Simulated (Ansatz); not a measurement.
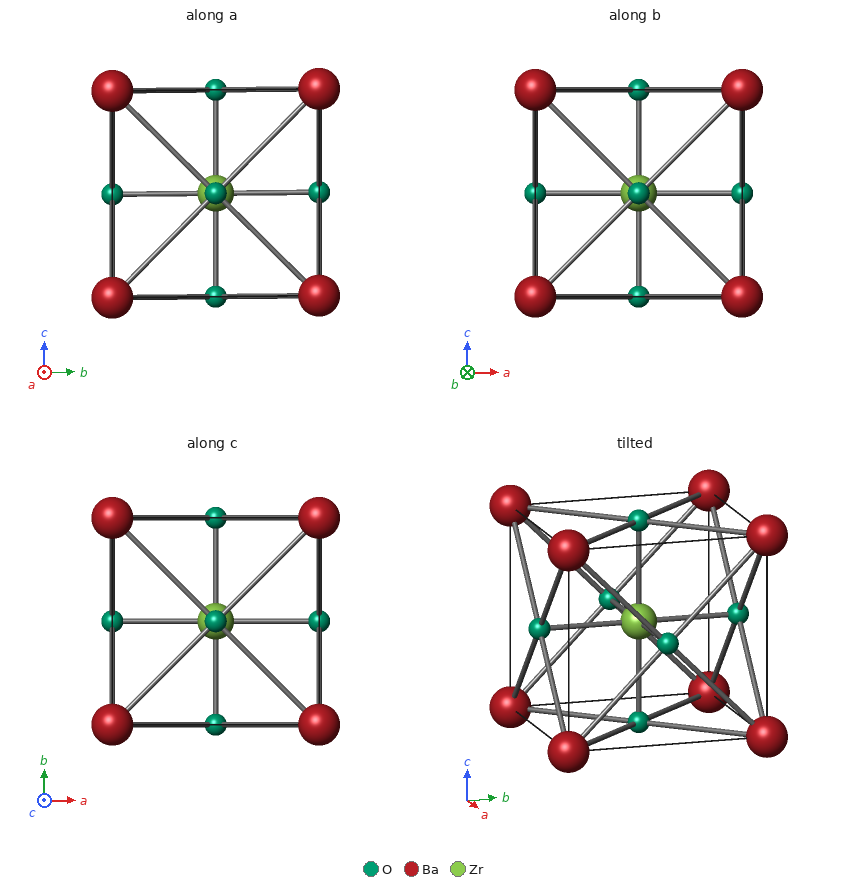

Shown here is a ball-and-stick view of the crystal, taken along the a axis, along the b axis, along the c axis and slightly off an axis. The lines enclose the unit cell; boundary atoms appear with their images.

Lattice parameters: a = 4.228 Å, b = 4.228 Å, c = 4.228 Å, α = 89.43°, β = 90.00°, γ = 90.00°. Put a along x and b in the xy plane.

**Express the structure as a POSCAR file.**

```
O Ba Zr
1.0
     4.228    0.000    0.000
     0.000    4.228    0.000
     0.000    0.042    4.228
O Ba Zr
3 1 1
Direct
  0.5000 0.5000 0.0000
  0.0000 0.5000 0.5000
  0.5000 0.0000 0.5000
  0.0000 0.0000 0.0000
  0.5000 0.5000 0.5000
```

It goes back to a structure type known for this compound. The cell was then strained or its atoms displaced on purpose. It went into a calculation with Ansatz.
